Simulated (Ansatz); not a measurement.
**What a change does: geometry relaxation on GaN**

System: GaN (F-43m, 2 atoms in the cell).
Method of run 1: Kohn-Sham DFT of a periodic cell, PBEsol with D4, all-electron LAPW, scalar-relativistic, no spin polarisation (Ansatz 0.2.0).

The structure derives from a Materials Project entry. Text and figures count atoms from 1; the logs count them from 0 in places.

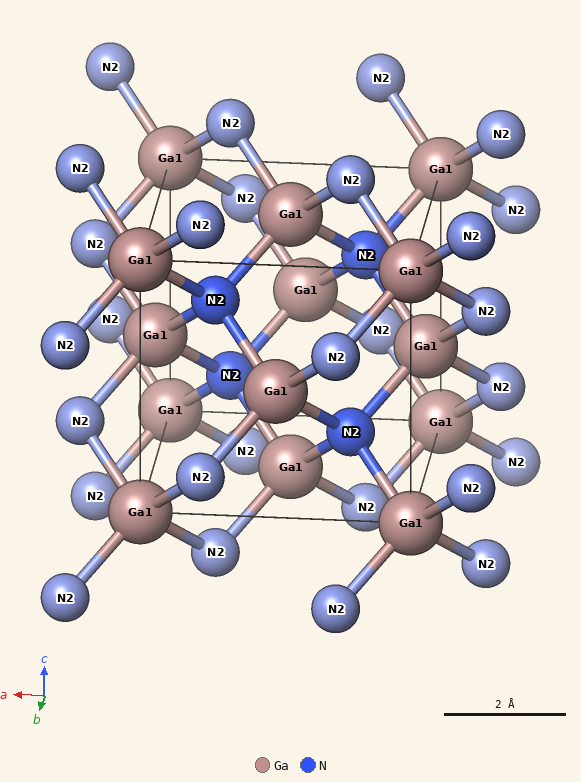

The input geometry (ball-and-stick view of the cell 4 times as large as that of the calculation, set on its symmetry axes, seen at an oblique angle; neighbours outside the cell are drawn fainter; atoms are numbered from 1 in the order of the input). Near neighbours in the crystal (not all of them lie inside the picture): Ga has 4 N at 1.95 Å; N has 4 Ga at 1.95 Å.

Input, run 1:
```yaml
crystal:
  lattice:
    - [0.0, 2.2535006075, 2.2535006075]
    - [2.2535006075, 0.0, 2.2535006075]
    - [2.2535006075, 2.2535006075, 0.0]
  atoms:
    - { symbol: Ga, position: [0.0, 0.0, 0.0] }
    - { symbol: "N", position: [0.25, 0.25, 0.25] }
kpoints:
  mp_grid: { grid: [10, 10, 10] }
scf:
  occupations: { method: fermi_dirac, width: 0.05 }
hamiltonian:
  xc: pbesol
  dispersion: d4
  pseudopotentials: { kind: all_electron, lapw: { basis_error: 0.001 } }
output:
  forces: true
  stress: true
relax:
  f_tol: 0.01
  max_steps: 60
  cell: {}
```

Launched with:
```bash
ansatz run input.yaml --threads 1 --pin off --max-ram 3072MiB --backend cpu --events-out ev --progress --plain --runs-dir out
```

Hardware: 1 thread of Intel Xeon @ 2.70GHz, 189 GiB of memory available, shared host.

Output, shortened to warnings, some set-up lines, iterations and results (run 1):
```
Basis set: ecut = 449.61635640132215 eV, 531 PW (Γ), exchange–correlation at level 2
Symmetry: 24 space group operations
k-points: 47 of 1000 (time reversal used)
Initial density: superposition of atomic densities (chi_scale 0.1, normalization cell, long waves kept (reshape's long-wave potential 0.00 eV rms))
[...]
SCF iter   1: F=—  HF=-54348.156677 eV  |F-HF|=—  |Δ(HF+E_count)|=         —  Δρ=1.33e-1  dr2=5.11e0  ethr=1.82e-2  ⟨swp⟩=2.0  Hψ=5465  notcnv=0
SCF iter   2: F=—  HF=-54346.750946 eV  |F-HF|=—  |Δ(HF+E_count)|=    1.41e0  Δρ=6.05e-2  dr2=7.03e-1  ethr=1.82e-2  ⟨swp⟩=3.0  Hψ=2686  notcnv=0
SCF iter   3: F=—  HF=-54346.286881 eV  |F-HF|=—  |Δ(HF+E_count)|=   4.64e-1  Δρ=1.51e-2  dr2=3.69e-2  ethr=1.32e-4  ⟨swp⟩=2.0  Hψ=4411  notcnv=0
SCF iter   4: F=—  HF=-54346.281146 eV  |F-HF|=—  |Δ(HF+E_count)|=         —  Δρ=2.39e-3  dr2=1.31e-3  ethr=1.32e-4  ⟨swp⟩=2.0  Hψ=2424  notcnv=0
SCF iter   5: F=—  HF=-54346.276008 eV  |F-HF|=—  |Δ(HF+E_count)|=   5.14e-3  Δρ=4.10e-4  dr2=3.50e-5  ethr=4.69e-6  ⟨swp⟩=3.0  Hψ=2522  notcnv=0
[... 22 lines ...]
relax step   4: F+E_penalty+E_count = -54346.28306190 eV  Δ(F+E_penalty+E_count) = -1.903e-6 eV  max|allowed force component| = 4.973e-17 eV/Å  Δτ_max = 0.0000 Å  P = -0.002 …
SCF iter   1: F=—  HF=-54346.283062 eV  |F-HF|=—  |Δ(HF+E_count)|=         —  Δρ=1.08e-5  dr2=3.08e-8  ethr=1.10e-10  ⟨swp⟩=3.0  Hψ=3829  notcnv=0
SCF iter   2: F=-54346.283062 eV  HF=-54346.283062 eV  |F-HF|=9.55e-9  |Δ(HF+E_count)|=   6.47e-9  Δρ=5.03e-6  dr2=5.77e-9  ethr=1.10e-10  ⟨swp⟩=3.0  Hψ=2367  notcnv=0
SCF 5 converged in 2 iterations: F = -54346.283062 eV  dr2 = 5.77e-9
relax step   5: F+E_penalty+E_count = -54346.28306226 eV  Δ(F+E_penalty+E_count) = -3.528e-7 eV  max|allowed force component| = 5.667e-17 eV/Å  Δτ_max = 0.0000 Å  P = +0.002 …
basis re-selected at this cell: Δ(F+E_penalty+E_count) = -3.528e-7 eV, ΔP = +0.004 GPa vs the last step (what re-selecting the basis moved, after the strain that the cell walked since its last selection, with what the two solves' SCF thresholds leave and, on support functions, any second-order …
SCF converged after 2 iterations
Free energy (F): -54346.283062 eV
Harris-Foulkes:  -54346.283062 eV  (|F-HF|=9.55e-9)
Internal energy: -54346.283062 eV  (E = F + TS)
E sigma→0 (E₀):  -54346.283062 eV
Fermi energy:    12.618151 eV
--- Per-component energies (eV) ---
  E_band       = -1439.574966
  E_kinetic    = 55376.212438
  E_xc         = -2202.745759
  E_electrostatic = -107519.282003  (all electrons and nuclei)
  E_disp       = -0.467738  (pairwise vdW)
  E_smearing   = -0.000000  (= −TS)
  E_closure    = 0.000000  (closes the sum)
  E_atoms      = -54332.698276  (free atoms, spherical and without spin; not in F)
  Σ components = -54346.283062   (vs F -54346.283062, Δ=0.00e0)
  Basis errors (estimates in eV, not in F): energy 4.5e-4 per atom: plane waves 4.1e-4 (2.5e-4 summed), levels above the bands 1.1e-83, relativity 9.2e-9, radial functions 3.2e-5, core shells 8.0e-10; eigenvalues (radial functions only) 5.3e-6; not estimated: angular momenta, meshes, grids; target …
--- Forces (eV/Å), atoms counted from 1 ---
  atom   1  Ga    -0.00000000     0.00000000    -0.00000000
  atom   2  N      0.00000000    -0.00000000     0.00000000
  max |Σ_I F_I| component: 5.09e-17 eV/Å
--- Stress (GPa, compression-positive) ---
        0.001706      -0.000000      -0.000000
       -0.000000       0.001706      -0.000000
       -0.000000      -0.000000       0.001706
  P = ⅓ Tr σ = 0.0017 GPa (0.017 kbar)
--- Relaxed structure (4 steps of the walk, 4 accepted, 1 SCFs on fresh bases) ---
  F+E_penalty+E_count = -54346.28306226 eV   max|allowed force component| = 5.667e-17 eV/Å   (the final SCF, on the basis selected at the relaxed cell)
  cell:  # Å, volume = 22.3668 Å³
    - [-1.377486156740263e-33, 2.236270357073678, 2.236270357073678]
    - [2.236270357073678, -3.065901406603241e-34, 2.236270357073678]
    - [2.236270357073678, 2.236270357073678, 3.0485449894999442e-34]
  atoms:
    - { symbol: Ga, position: [-1.3531787248977358e-34, 1.4243986577870904e-34, 5.519544798924975e-35] }
    - { symbol: N, position: [0.25, 0.25, 0.25] }
```

For run 2 the input was changed thus:
```diff
-  xc: pbesol
+  xc: revpbe
```

Predict how the results change.

The total energies belong to different methods, so their difference says nothing on which is more stable or more accurate. The volume per atom goes from 11.18 to 11.22 Å³. The functional changes from PBEsol to revPBE. The number of SCF iterations is the same.

Output, shortened to warnings, some set-up lines, iterations and results (run 2):
```
Basis set: ecut = 449.58880392592306 eV, 531 PW (Γ), exchange–correlation at level 2
Symmetry: 24 space group operations
k-points: 47 of 1000 (time reversal used)
Initial density: superposition of atomic densities (chi_scale 0.1, normalization cell, long waves kept (reshape's long-wave potential 0.00 eV rms))
[...]
SCF iter   1: F=—  HF=-54399.293492 eV  |F-HF|=—  |Δ(HF+E_count)|=         —  Δρ=1.38e-1  dr2=5.49e0  ethr=1.96e-2  ⟨swp⟩=2.0  Hψ=5453  notcnv=0
SCF iter   2: F=—  HF=-54397.785349 eV  |F-HF|=—  |Δ(HF+E_count)|=    1.51e0  Δρ=6.04e-2  dr2=6.90e-1  ethr=1.96e-2  ⟨swp⟩=3.0  Hψ=2677  notcnv=0
SCF iter   3: F=—  HF=-54397.329562 eV  |F-HF|=—  |Δ(HF+E_count)|=   4.56e-1  Δρ=1.56e-2  dr2=4.01e-2  ethr=1.43e-4  ⟨swp⟩=2.0  Hψ=4413  notcnv=0
SCF iter   4: F=—  HF=-54397.335493 eV  |F-HF|=—  |Δ(HF+E_count)|=         —  Δρ=2.87e-3  dr2=1.95e-3  ethr=1.43e-4  ⟨swp⟩=2.0  Hψ=2430  notcnv=0
SCF iter   5: F=—  HF=-54397.330314 eV  |F-HF|=—  |Δ(HF+E_count)|=   5.18e-3  Δρ=4.88e-4  dr2=4.75e-5  ethr=6.96e-6  ⟨swp⟩=3.0  Hψ=2455  notcnv=0
[... 22 lines ...]
relax step   4: F+E_penalty+E_count = -54397.33537388 eV  Δ(F+E_penalty+E_count) = -1.125e-6 eV  max|allowed force component| = 4.857e-17 eV/Å  Δτ_max = 0.0000 Å  P = -0.003 …
SCF iter   1: F=—  HF=-54397.335374 eV  |F-HF|=—  |Δ(HF+E_count)|=         —  Δρ=7.17e-6  dr2=1.44e-8  ethr=5.14e-11  ⟨swp⟩=3.0  Hψ=3864  notcnv=0
SCF iter   2: F=-54397.335374 eV  HF=-54397.335374 eV  |F-HF|=3.35e-9  |Δ(HF+E_count)|=   2.53e-9  Δρ=3.30e-6  dr2=2.06e-9  ethr=5.14e-11  ⟨swp⟩=3.0  Hψ=2367  notcnv=0
SCF 5 converged in 2 iterations: F = -54397.335374 eV  dr2 = 2.06e-9
relax step   5: F+E_penalty+E_count = -54397.33537401 eV  Δ(F+E_penalty+E_count) = -1.335e-7 eV  max|allowed force component| = 5.320e-17 eV/Å  Δτ_max = 0.0000 Å  P = -0.000 …
basis re-selected at this cell: Δ(F+E_penalty+E_count) = -1.335e-7 eV, ΔP = +0.002 GPa vs the last step (what re-selecting the basis moved, after the strain that the cell walked since its last selection, with what the two solves' SCF thresholds leave and, on support functions, any second-order …
SCF converged after 2 iterations
Free energy (F): -54397.335374 eV
Harris-Foulkes:  -54397.335374 eV  (|F-HF|=3.35e-9)
Internal energy: -54397.335374 eV  (E = F + TS)
E sigma→0 (E₀):  -54397.335374 eV
Fermi energy:    12.828727 eV
--- Per-component energies (eV) ---
  E_band       = -1440.617225
  E_kinetic    = 55436.978053
  E_xc         = -2254.511123
  E_electrostatic = -107578.323113  (all electrons and nuclei)
  E_disp       = -1.479191  (pairwise vdW)
  E_smearing   = -0.000000  (= −TS)
  E_closure    = 0.000000  (closes the sum)
  E_atoms      = -54384.415515  (free atoms, spherical and without spin; not in F)
  Σ components = -54397.335374   (vs F -54397.335374, Δ=0.00e0)
  Basis errors (estimates in eV, not in F): energy 4.5e-4 per atom: plane waves 4.1e-4 (2.5e-4 summed), levels above the bands 1.2e-84, relativity 4.4e-8, radial functions 4.1e-5, core shells 7.4e-10; eigenvalues (radial functions only) 5.3e-6; not estimated: angular momenta, meshes, grids; target …
--- Forces (eV/Å), atoms counted from 1 ---
  atom   1  Ga    -0.00000000    -0.00000000     0.00000000
  atom   2  N      0.00000000     0.00000000    -0.00000000
  max |Σ_I F_I| component: 2.31e-17 eV/Å
--- Stress (GPa, compression-positive) ---
       -0.000301       0.000000       0.000000
        0.000000      -0.000301       0.000000
       -0.000000       0.000000      -0.000301
  P = ⅓ Tr σ = -0.0003 GPa (-0.003 kbar)
--- Relaxed structure (4 steps of the walk, 4 accepted, 1 SCFs on fresh bases) ---
  F+E_penalty+E_count = -54397.33537401 eV   max|allowed force component| = 5.320e-17 eV/Å   (the final SCF, on the basis selected at the relaxed cell)
  cell:  # Å, volume = 22.4385 Å³
    - [-5.987062138652318e-34, 2.23865763652638, 2.23865763652638]
    - [2.23865763652638, 4.585834829606031e-34, 2.23865763652638]
    - [2.23865763652638, 2.23865763652638, -1.7196880611022608e-34]
  atoms:
    - { symbol: Ga, position: [1.7804983222338622e-35, -3.560996644467725e-35, -4.629295637808045e-35] }
    - { symbol: N, position: [0.25, 0.25, 0.25] }
```

The two runs side by side:

```csv
quantity,run 1,run 2
outcome,converged,converged
free energy per atom (eV),−27173.1415,−27198.6677
pressure (GPa),0.00,0.00
volume per atom (Å³),11.18,11.22
largest force (eV/Å),0.000,0.000
SCF iterations,22,22
irreducible k-points,47,47
wall time (shared host),44 s,42 s
```
